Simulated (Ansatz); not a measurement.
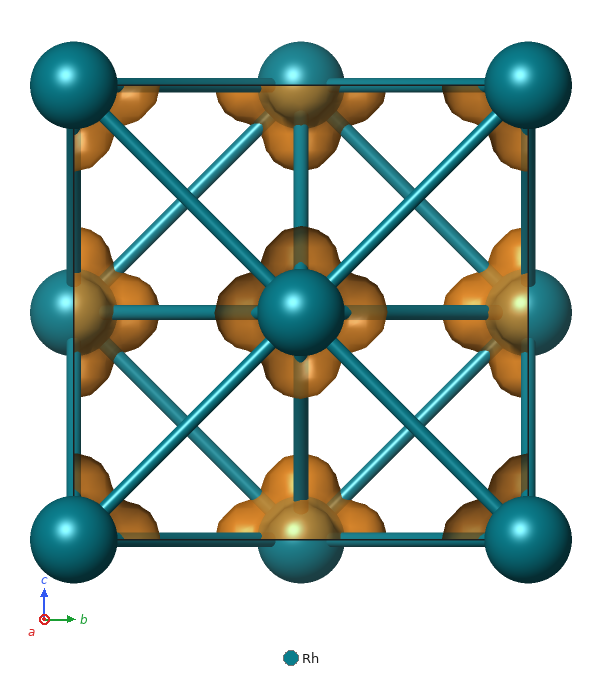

Rh. Density of the Kohn–Sham states from −1.2 to 0.0 eV about the Fermi level (the filled states just under the Fermi level), scaled to one electron a cell: orange surface at 0.3 1/Å³, in the conventional cell seen along the a axis.

Space group Fm-3m; the calculation finds a residual pressure of about −4 GPa at this fixed cell.

Method: DFT PBEsol, scalar-relativistic, plane waves, PAW in Ansatz 0.2.0.

Core electrons are frozen (PAW), so the fields are smoothed inside the atomic spheres.

Which atoms and orbitals make up these states?

Projected on a minimal set of atomic orbitals (Löwdin), they are Rh 4d (over 95 %).

Run time: 2 s on 2 threads of Arm Neoverse N1, on a shared host, peak memory 0.27 GiB.
